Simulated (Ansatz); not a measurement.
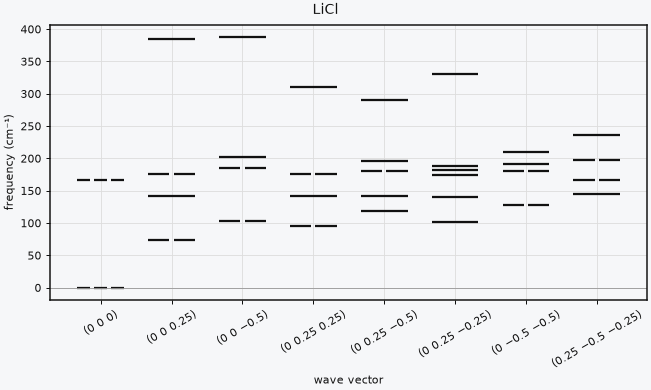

Method: harmonic phonon frequencies at the irreducible points of a q mesh with atoms at rest in the given cell, q in fractions of the reciprocal cell vectors, no long-range term at q = 0, imaginary frequencies are negative, the first points where there are many; plane waves with PAW datasets (Ansatz 0.2.0). Level: PBE, no spin polarisation.

wave cutoff 420 eV; k mesh 8×8×8; occupations fixed; pressure 0 GPa; phonon method linear response; q mesh 4×4×4.

The given structure:
```
CELL_PARAMETERS angstrom
0.00000 2.57496 2.57496
2.57496 0.00000 2.57496
2.57496 2.57496 0.00000
ATOMIC_POSITIONS crystal
Li 0.50000 0.50000 0.50000
Cl 0.00000 0.00000 0.00000
```

Phonon frequencies at several wave vectors (in fractions of the reciprocal vectors of the given cell) for LiCl, space group Fm-3m (No. 225) (cell built by us, not taken from a database). Imaginary frequencies are drawn as negative.

No frequency is imaginary, so the structure is stable to these displacements at the wave vectors computed. The highest mode among the wave vectors computed lies at 387.5 cm⁻¹, at (0 0 −0.5) (at the zone centre itself the field of polar modes is left out).
